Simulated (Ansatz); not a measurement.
## Electronic structure of Hf₁₇O₃₂ (cell with a defect) in real space

The calculation's input:

```
crystal:
  lattice:
    - [-4.8301248092, 4.8301248092, 6.4194329052]
    - [4.8301248092, 4.8301248092, -6.4194329052]
    - [-4.8301248092, -4.8301248092, -6.4194329052]
  atoms:
    - { symbol: Hf, position: [0.0, 0.25, 0.25] }
    - { symbol: Hf, position: [0.0, 0.0, 0.0] }
    - { symbol: Hf, position: [0.5, 0.75, 0.25] }
    - { symbol: Hf, position: [0.5, 0.5, 0.0] }
    - { symbol: Hf, position: [0.5, 0.25, 0.75] }
    - { symbol: Hf, position: [0.5, 0.0, 0.5] }
    - { symbol: Hf, position: [0.0, 0.75, 0.75] }
    - { symbol: Hf, position: [0.0, 0.5, 0.5] }
    - { symbol: Hf, position: [0.5, 0.375, 0.375] }
    - { symbol: Hf, position: [0.5, 0.125, 0.125] }
    - { symbol: Hf, position: [0.0, 0.875, 0.375] }
    - { symbol: Hf, position: [0.0, 0.625, 0.125] }
    - { symbol: Hf, position: [0.0, 0.375, 0.875] }
    - { symbol: Hf, position: [0.0, 0.125, 0.625] }
    - { symbol: Hf, position: [0.5, 0.875, 0.875] }
    - { symbol: Hf, position: [0.5, 0.625, 0.625] }
    - { symbol: O, position: [0.8050300969, 0.5275150484, 0.5275150484] }
    - { symbol: O, position: [0.8050300969, 0.2775150484, 0.2775150484] }
    - { symbol: O, position: [0.3050300969, 0.0275150484, 0.5275150484] }
    - { symbol: O, position: [0.3050300969, 0.7775150484, 0.2775150484] }
    - { symbol: O, position: [0.3050300969, 0.5275150484, 0.0275150484] }
    - { symbol: O, position: [0.3050300969, 0.2775150484, 0.7775150484] }
    - { symbol: O, position: [0.8050300969, 0.0275150484, 0.0275150484] }
    - { symbol: O, position: [0.8050300969, 0.7775150484, 0.7775150484] }
    - { symbol: O, position: [0.5, 0.4025150484, 0.5974849516] }
    - { symbol: O, position: [0.5, 0.1525150484, 0.3474849516] }
    - { symbol: O, position: [0.0, 0.9025150484, 0.5974849516] }
    - { symbol: O, position: [0.0, 0.6525150484, 0.3474849516] }
    - { symbol: O, position: [0.0, 0.4025150484, 0.0974849516] }
    - { symbol: O, position: [0.0, 0.1525150484, 0.8474849516] }
    - { symbol: O, position: [0.5, 0.9025150484, 0.0974849516] }
    - { symbol: O, position: [0.5, 0.6525150484, 0.8474849516] }
    - { symbol: O, position: [0.5, 0.5974849516, 0.4025150484] }
    - { symbol: O, position: [0.5, 0.3474849516, 0.1525150484] }
    - { symbol: O, position: [0.0, 0.0974849516, 0.4025150484] }
    - { symbol: O, position: [0.0, 0.8474849516, 0.1525150484] }
    - { symbol: O, position: [0.0, 0.5974849516, 0.9025150484] }
    - { symbol: O, position: [0.0, 0.3474849516, 0.6525150484] }
    - { symbol: O, position: [0.5, 0.0974849516, 0.9025150484] }
    - { symbol: O, position: [0.5, 0.8474849516, 0.6525150484] }
    - { symbol: O, position: [0.1949699031, 0.2224849516, 0.2224849516] }
    - { symbol: O, position: [0.1949699031, 0.9724849516, 0.9724849516] }
    - { symbol: O, position: [0.6949699031, 0.7224849516, 0.2224849516] }
    - { symbol: O, position: [0.6949699031, 0.4724849516, 0.9724849516] }
    - { symbol: O, position: [0.6949699031, 0.2224849516, 0.7224849516] }
    - { symbol: O, position: [0.6949699031, 0.9724849516, 0.4724849516] }
    - { symbol: O, position: [0.1949699031, 0.7224849516, 0.7224849516] }
    - { symbol: O, position: [0.1949699031, 0.4724849516, 0.4724849516] }
    - { symbol: Hf, position: [0.25, 0.1875, 0.9375] }
  host:
    lattice:
      - [4.8301248092, 0.0, 0.0]
      - [0.0, 4.8301248092, 0.0]
      - [0.0, 0.0, 3.2097164526]
    atoms:
      - { symbol: Hf, position: [0.0, 0.0, 0.0] }
      - { symbol: Hf, position: [0.5, 0.5, 0.5] }
      - { symbol: O, position: [0.1949699031, 0.8050300969, 0.5] }
      - { symbol: O, position: [0.3050300969, 0.3050300969, 0.0] }
      - { symbol: O, position: [0.6949699031, 0.6949699031, 0.0] }
      - { symbol: O, position: [0.8050300969, 0.1949699031, 0.5] }
basis:
  ecutwfc: 420
  xc_grid: 2
kpoints:
  mp_grid: { grid: [2, 2, 2], shift: [0.5, 0.5, 0.5] }
hamiltonian:
  xc: pbesol
scf:
  occupations: { method: gaussian, width: 0.01 }
output:
  forces: true
  stress: false
  eigenvalues: true
  charged_corrections:
    defect_position: [0.25, 0.1875, 0.9375]
    epsilon: [[27.3137, 0.0, 0.0], [0.0, 27.3137, 0.0], [0.0, 0.0, 31.2391]]
  write_density: true
  write_potential: true
  elf: true
  volumetric_format: npy
relax:
  adjacent_minimum: "off"
  f_tol: 0.025
  max_steps: 45
```

Command:

```sh
ansatz run input.yaml --threads 4 --pin off --max-ram 10240MiB --backend cpu --events-out ev --progress --plain --runs-dir out
```

The fields are those of the relaxed geometry.

Method: Ansatz, DFT PBEsol, scalar-relativistic, plane waves, PAW.

In a PAW calculation such maps are meaningful between the atoms, not at the nuclei.

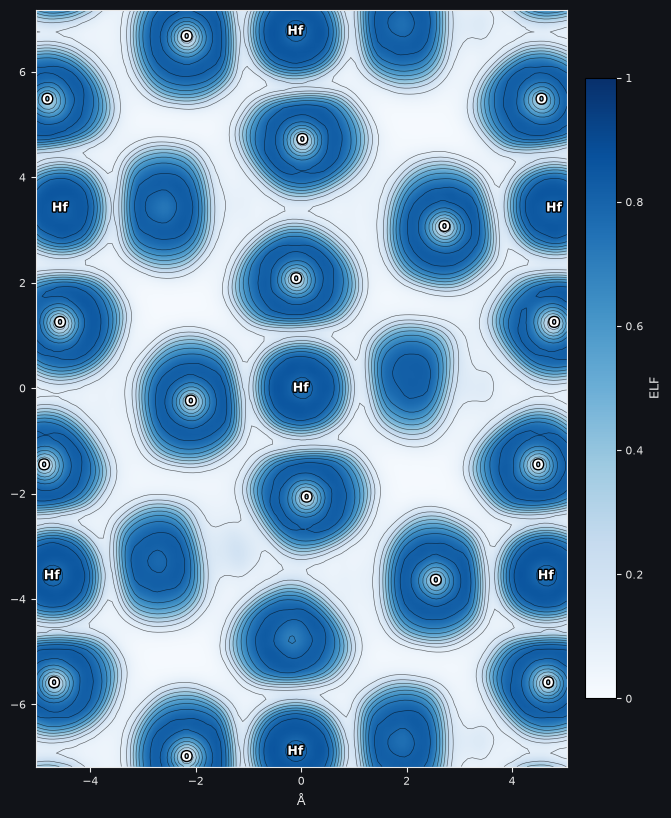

Figure 1. ELF on the (011) plane of the calculation cell.

Q: Interpret the plot.

A: The plane passes through Hf and O nuclei. Atoms just off the plane (O, 0.4 Å away) can leave unmarked features too. Hf–O (2.06 Å): the ELF peaks at about 0.85 in the valence shell of O, 0.6 Å from its nucleus, and drops to about 0.20 between the two atoms (no localised pair shows between them). Hf–O (2.20 Å): the ELF peaks at about 0.80 in the valence shell of O, 0.6 Å from its nucleus, and drops to about 0.15 between the two atoms: no shared electron pair shows on this line. The features right at Hf lie inside the PAW spheres, where the map follows smoothed inner orbitals and isn't to be read closely.

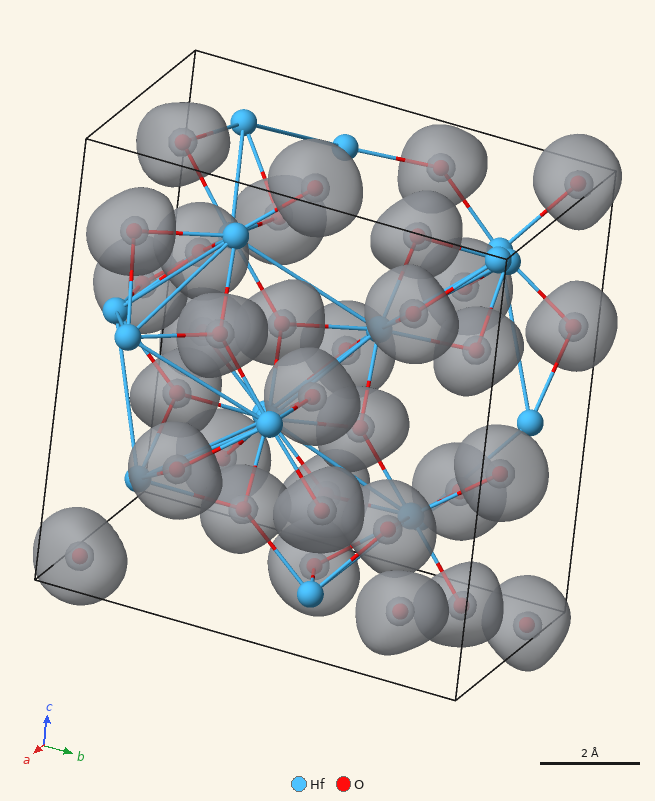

Figure 2. Isosurface of the ELF at 0.6 (grey), seen slightly off an axis. Core shells and regions of very low density are left out. Sticks mark near contacts.

Q: Where are the electrons localised?

A: The ELF exceeds this value in 32 regions wrapped around O (the valence shell of each), counted in one cell of 49 atoms. Regions shared between cells count once. Profiles from the grid: Hf–O (2.04 Å): the ELF peaks at about 0.80 in the valence shell of O, 0.6 Å from its nucleus, and drops to about 0.20 between the two atoms: no shared electron pair shows on this line. Hf–Hf (2.89 Å): the ELF is about 0.25 at the midpoint; no shared electron pair shows on this line.

Q: Does the calculation make it a metal, or give it a gap?

A: It is metallic or semimetallic at this level of theory: no gap opens.
